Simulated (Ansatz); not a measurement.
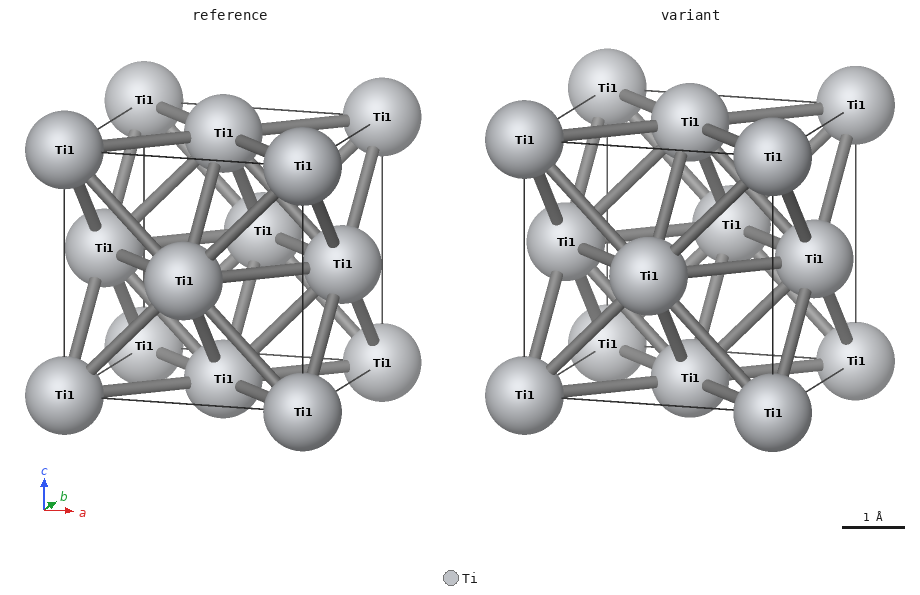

Left: a symmetric starting cell of Ti. Right: the same structure after one change, at the same scale. Style: ball-and-stick. Shown: the conventional cell (4 times the calculation's cell), slightly off an axis. Lengths and directions refer to the drawn axes.

These are results of DFT PBE, scalar-relativistic, plane waves, PAW in Ansatz 0.2.0, not measurements. (plane-wave cutoff 420 eV; k-point mesh 18 × 18 × 18; occupations gaussian; smearing width 0.1 eV; no spin polarisation)

What distinguishes the right structure from the left one?

Answer. All lengths are scaled by +4.2 % (volume +13.3 %), the atoms keeping their fractional coordinates. No relaxation follows. The starting cell wasn't computed here and needn't be at equilibrium, so pressure and forces aren't due to the change alone.

And its effect?

Answer. Some distances before and after: Ti–Ti 2.871 → 2.993 Å. The space group stays Fm-3m (No. 225). The pressure is −8.0 GPa (not all of it need come from the change, since the unchanged cell can be under pressure at this level too). All forces vanish by symmetry.
